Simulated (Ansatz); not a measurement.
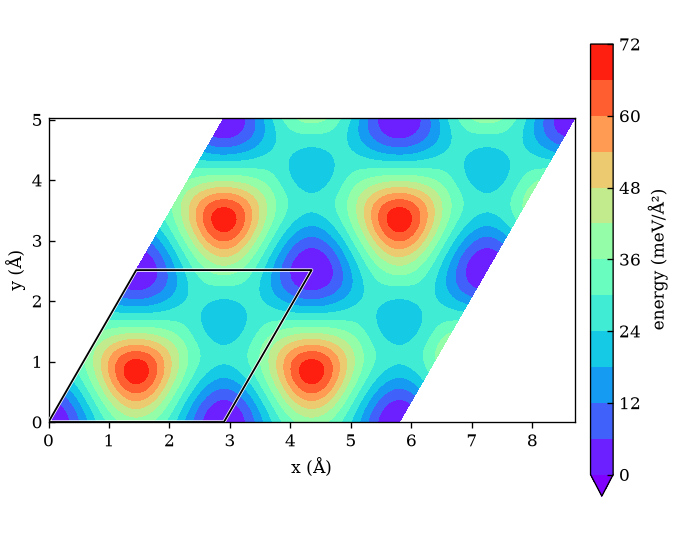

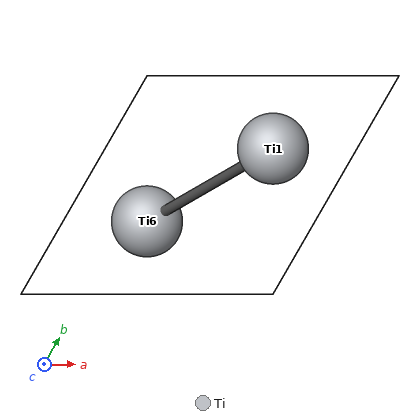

Energy landscape of Ti (P6_3/mmc, No. 194; 6 atoms in the cell). 
- Gamma surface: rigid slide across a plane, one fault a cell; the plane is (0 0 1) of the conventional cell.
- Places are given modulo a cell vector. The map is drawn in real space over the plane of the slide.
- Nothing is relaxed (rigid halves, spacing across the cut fixed).
- The grid has 6 × 6 points; 10 points were computed and 26 follow by symmetry.
- Energies are in meV/Å², from the lowest grid point.
- Level of theory: DFT PBEsol, scalar-relativistic, plane waves, PAW in Ansatz. Settings: cutoff 520 eV, k-mesh 17×17×4 in the order of the run's cell vectors, gaussian smearing 0.15 eV, no spin polarisation.

In the figure: filled contours, the outline of one cell of the 2 × 2 shown. Between grid points the surface is interpolated. The second picture is the structure at the lowest point

> What does the map say about the system?

The lowest grid point is at (0/6, 0/6) of the cell vectors. There is a further well near (4/6, 4/6) of the cell vectors (19.3 meV/Å² above the lowest at that grid point). These are metastable stacking faults of the rigid slide. The highest grid point, (2/6, 2/6) of the cell vectors, lies 69.7 meV/Å² above the lowest. On the interpolated surface the easiest way out of the lowest well to the well at (4/6, 4/6) of the cell vectors passes a barrier of about 25 meV/Å².

The input of one point:

```yaml
crystal:
  lattice:
    - [-1.4500939102, -2.5116363282, 0.0]
    - [1.4500939102, -2.5116363282, 0.0]
    - [0.0, 0.0, 13.7724327553]
  atoms:
    - { symbol: Ti, position: [0.6666666667, 0.6666666667, 0.0833333333] }
    - { symbol: Ti, position: [0.6666666667, 0.6666666667, 0.4166666667] }
    - { symbol: Ti, position: [0.6666666667, 0.6666666667, 0.75] }
    - { symbol: Ti, position: [0.3333333333, 0.3333333333, 0.25] }
    - { symbol: Ti, position: [0.3333333333, 0.3333333333, 0.5833333333] }
    - { symbol: Ti, position: [0.3333333333, 0.3333333333, 0.9166666667] }
basis:
  ecutwfc: 520.0
kpoints:
  mp_grid: { grid: [17, 17, 4] }
hamiltonian:
  xc: pbesol
  pseudopotentials: { kind: paw, azcp: { folder: soft_1 } }
scf:
  occupations: { method: gaussian, width: 0.15 }
output:
  forces: true
  stress: true
  eigenvalues: true
  write_density: true
  write_potential: true
  elf: true
  volumetric_format: npy
```

Each point was launched as `ansatz run input.yaml --threads 4 --pin off --max-ram 8192MiB --backend cpu --events-out ev --progress --plain --runs-dir out`. Time for the 10 points that were run: 9.7 min on 4 threads of Arm Neoverse V1 (shared host).
